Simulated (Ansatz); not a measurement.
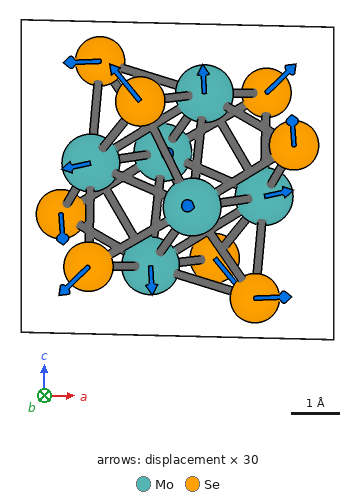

A relaxation of a crystal of Mo3Se4 (set up in R-3). The starting structure is drawn; blue arrows show the displacements, magnified 30 times.

Style: ball-and-stick. Shown: the cell of the calculation, along the b axis.

Case: volume × 0.97, shape and atoms relaxed.

Computed with Ansatz, DFT PBEsol, scalar-relativistic, plane waves, PAW.

Input
```yaml
crystal:
  lattice:
    - [4.683400035, 2.7039622709, 3.6907603086]
    - [-4.683400035, 2.7039622709, 3.6907603086]
    - [0.0, -5.4079245418, 3.6907603086]
  atoms:
    - { symbol: Mo, position: [0.22261125, 0.4137787666, 0.5469614611] }
    - { symbol: Mo, position: [0.5469614611, 0.22261125, 0.4137787666] }
    - { symbol: Mo, position: [0.4137787666, 0.5469614611, 0.22261125] }
    - { symbol: Mo, position: [0.77738875, 0.5862212334, 0.4530385389] }
    - { symbol: Mo, position: [0.4530385389, 0.77738875, 0.5862212334] }
    - { symbol: Mo, position: [0.5862212334, 0.4530385389, 0.77738875] }
    - { symbol: Se, position: [0.3809308845, 0.1270041862, 0.7478407915] }
    - { symbol: Se, position: [0.7478407915, 0.3809308845, 0.1270041862] }
    - { symbol: Se, position: [0.1270041862, 0.7478407915, 0.3809308845] }
    - { symbol: Se, position: [0.6190691155, 0.8729958138, 0.2521592085] }
    - { symbol: Se, position: [0.2521592085, 0.6190691155, 0.8729958138] }
    - { symbol: Se, position: [0.8729958138, 0.2521592085, 0.6190691155] }
    - { symbol: Se, position: [0.2150478838, 0.2150478838, 0.2150478838] }
    - { symbol: Se, position: [0.7849521162, 0.7849521162, 0.7849521162] }
basis:
  ecutwfc: 420
kpoints:
  mp_grid: { grid: [6, 6, 6] }
hamiltonian:
  xc: pbesol
scf:
  occupations: { method: gaussian, width: 0.1 }
output:
  forces: true
  stress: true
  eigenvalues: true
relax:
  adjacent_minimum: "off"
  f_tol: 0.01
  max_steps: 30
  cell: { stress_tol: 0.1, fix: [volume] }
```

Launched with:
```bash
ansatz run input.yaml --threads 4 --pin off --max-ram 10240MiB --backend cpu --events-out ev --progress --plain --runs-dir out
```

> Which element moves most?

Selenium: up to 0.036 Å, against 0.022 Å for molybdenum.

> What did the optimiser do to the structure, and how much energy did it gain?

After 3 accepted moves (4 points after the start) the energy has fallen by 69.8 meV per cell of the calculation. Largest force component: 0.53 eV/Å at the start, 0.0039 eV/Å at the end. Pressure: 4.51 GPa at the start and 1.90 GPa at the end. At 1 point the geometry stayed and the basis and grid were re-selected for the new cell (energy shift of less than 0.05 meV per cell of the calculation at most each time). The largest moves relative to the cell, 0.036 Å, are those of Se13 and Se14. Se14 goes along [1 1 1]. By element the largest moves are Se 0.036 Å, Mo 0.022 Å. The drawn cell changes at constant volume: a = b = c unchanged at 6.547 Å. Among the contacts that change: Mo1–Mo5 2.792 → 2.823 Å, Mo1–Se13 2.506 → 2.530 Å, Mo1–Se9 2.550 → 2.574 Å, Mo1–Mo2 2.645 → 2.667 Å. The space group stays R-3 (No. 148). The run took 2.3 min on 4 threads of Intel(R) Xeon(R) Platinum 8488C (Sapphire Rapids), on a shared host, peak memory 1.7 GiB.
